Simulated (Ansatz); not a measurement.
System: AlCu$_{2}$.

Input file:

```
crystal:
  lattice:
    - [4.1694350907, -2.89e-08, 0.0]
    - [-2.0847175204, 3.6108367224, 0.0]
    - [0.0, 0.0, 2.5925999]
  atoms:
    - { symbol: Al, position: [0.0, 0.0, 0.0] }
    - { symbol: Cu, position: [0.3333333333, 0.6666666667, 0.5] }
    - { symbol: Cu, position: [0.6666666667, 0.3333333333, 0.5] }
basis:
  ecutwfc: 500
kpoints:
  mp_grid: { grid: [12, 12, 18] }
  band_path:
    path:
      - [[0.0, 0.0, 0.0], [0.5, 0.0, 0.0], [0.33333333, 0.33333333, 0.0], [0.0, 0.0, 0.0], [0.0, 0.0, 0.5], [0.5, 0.0, 0.5], [0.33333333, 0.33333333, 0.5], [0.0, 0.0, 0.5]]
      - [[0.5, 0.0, 0.5], [0.5, 0.0, 0.0]]
      - [[0.33333333, 0.33333333, 0.5], [0.33333333, 0.33333333, 0.0]]
    npoints: 14
hamiltonian:
  xc: r2scan
scf:
  occupations: { method: gaussian, width: 0.1 }
  n_extra_bands: 7
output:
  forces: true
  stress: true
  eigenvalues: true
  populations: true
  dos: { projected: true, de: 0.02, nscf_kmesh: { grid: [15, 15, 22] } }
  bader: true
  write_density: true
  write_potential: true
  elf: true
  volumetric_format: npy
```

Run with:

```sh
ansatz run input.yaml --threads 1 --pin off --max-ram 3072MiB --backend cpu --events-out ev --progress --plain --runs-dir out
```

Below, planes, directions and counts refer to the conventional cell (a = 4.17 Å, b = 4.17 Å, c = 2.59 Å, α = 90.00°, β = 90.00°, γ = 120.00°).

Space group P6/mmm; a structure generated by program, which may or may not match a known phase; computed pressure about −5 GPa in this cell; computed without spin polarisation.

The calculation used DFT r2SCAN, scalar-relativistic, plane waves, PAW (Ansatz 0.2.0).

What will maps of the valence pseudo-density and electron localisation function show?

Al–Al (2.59 Å): ρ at the midpoint is about 0.25 e/Å³; the ELF peaks at about 0.65 between the atoms.
Al–Cu (2.73 Å): the density is about 0.22 e/Å³ at the midpoint; the ELF is about 0.40 at the midpoint.
Cu–Cu (2.59 Å): the density is about 0.3 e/Å³ at the midpoint; the ELF is about 0.20 at the midpoint (no localised pair shows between them).
Bader's partition of the density gives Al +1.01 and Cu −0.50 e.

Does the calculation make it a metal, or give it a gap?

It is metallic or semimetallic at this level of theory: no gap opens.

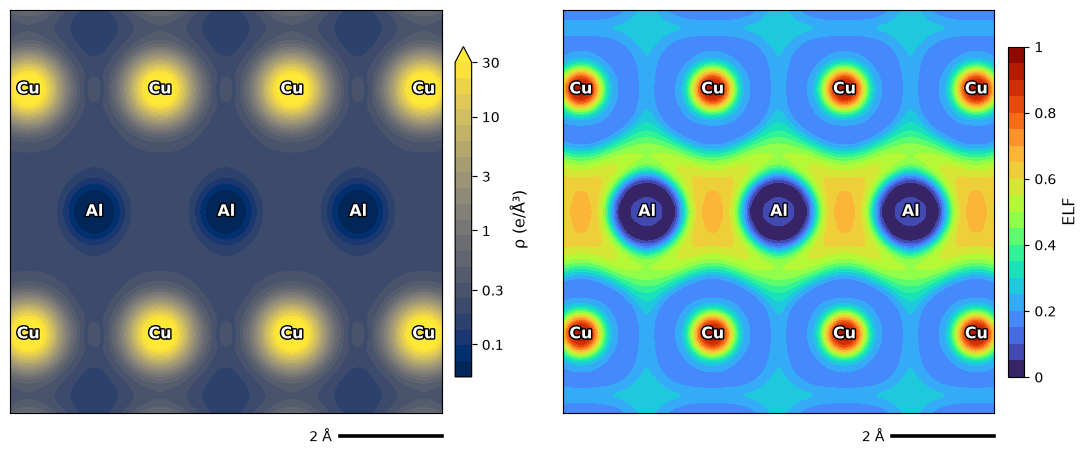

Computed valence pseudo-density and electron localisation function on the (110) plane of the conventional cell, in this order. 
